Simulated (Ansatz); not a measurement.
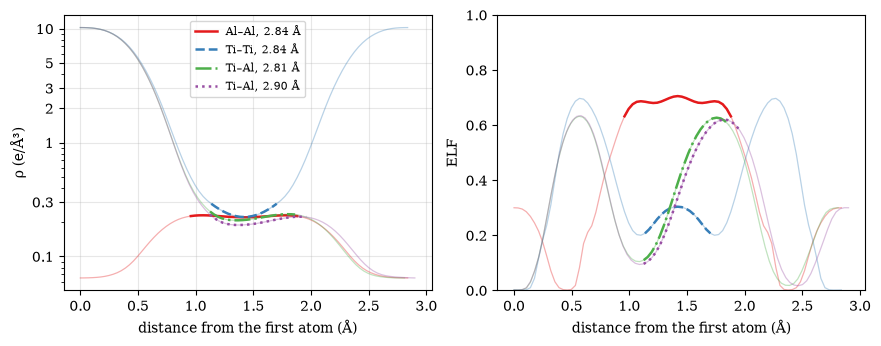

Figure 1: TiAl. Valence charge density (pseudo) and electron localisation function along straight lines between neighbouring atoms. Thin, pale parts lie inside the atomic spheres.

Space group Pmm2; changed on purpose from its base cell (one atom moved); not relaxed (largest force 0.4 eV/Å); computed without spin polarisation.

These are results of DFT PBE, scalar-relativistic, plane waves, PAW (Ansatz 0.2.0), not measurements.

In a PAW calculation such maps are meaningful between the atoms, not at the nuclei.

**What can be read from the curves?**

Al–Al (2.84 Å): ρ at the midpoint is about 0.22 e/Å³; the ELF peaks at about 0.70 between the atoms.
Ti–Ti (2.84 Å): ρ is about 0.22 e/Å³ halfway; the ELF is about 0.30 at the midpoint.
Ti–Al (2.81 Å): the density is about 0.21 e/Å³ at the midpoint; the ELF is about 0.35 at the midpoint.
Ti–Al (2.90 Å): ρ is about 0.19 e/Å³ halfway; the ELF is about 0.40 at the midpoint.
